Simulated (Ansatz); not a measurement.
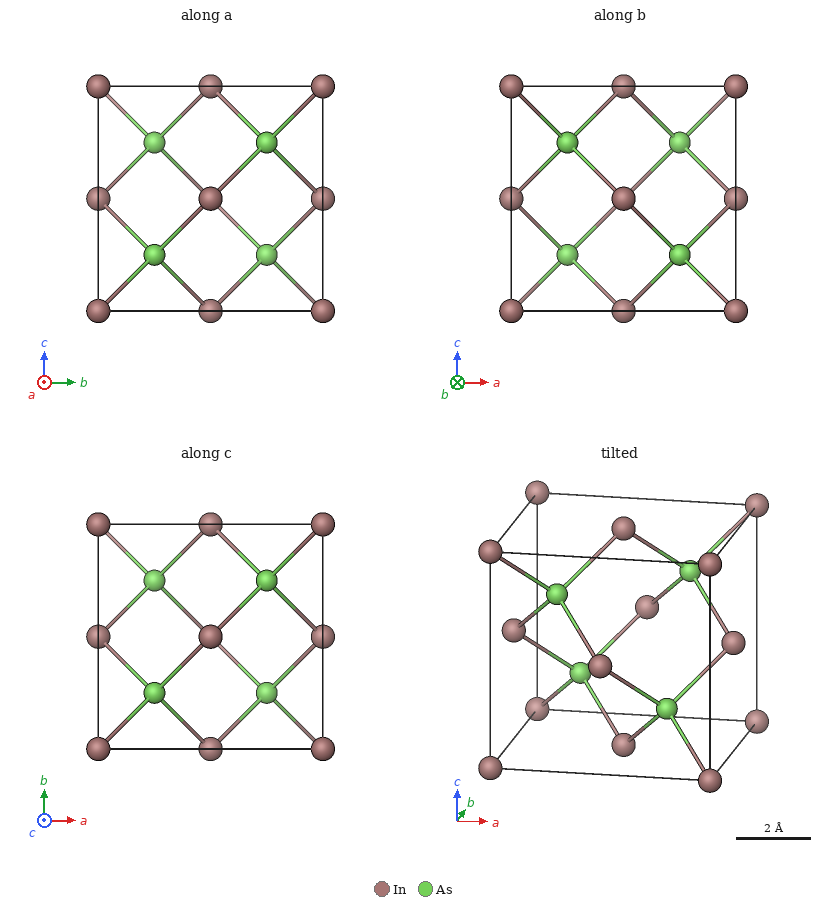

Shown here is a ball-and-stick view of the crystal, taken along the a axis, along the b axis, along the c axis and slightly off an axis. Atoms at the boundary of the conventional unit cell (the box) are drawn once for each face, edge or corner they touch.

Lattice parameters: a = 6.1092 Å, b = 6.1092 Å, c = 6.1092 Å, α = 90.000°, β = 90.000°, γ = 90.000°.

> Give the structure in the form of a CIF in P1 with every atom of the cell.

```cif
data_structure
_symmetry_space_group_name_H-M 'P 1'
_symmetry_Int_Tables_number 1
_cell_length_a 6.1092
_cell_length_b 6.1092
_cell_length_c 6.1092
_cell_angle_alpha 90.000
_cell_angle_beta 90.000
_cell_angle_gamma 90.000
_cell_volume 228.01
loop_
_atom_site_label
_atom_site_type_symbol
_atom_site_fract_x
_atom_site_fract_y
_atom_site_fract_z
_atom_site_occupancy
In1 In 0.0000 0.0000 0.0000 1
As1 As 0.2500 0.2500 0.7500 1
In2 In 0.0000 0.5000 0.5000 1
As2 As 0.2500 0.7500 0.2500 1
In3 In 0.5000 0.0000 0.5000 1
As3 As 0.7500 0.2500 0.2500 1
In4 In 0.5000 0.5000 0.0000 1
As4 As 0.7500 0.7500 0.7500 1
```

Origin of the cell: a structure type filled with these elements by a generator (whether the compound takes this form wasn't checked). Earlier steps of the study may have refined or changed the cell and positions. Ansatz was used for an electronic-structure calculation on it.
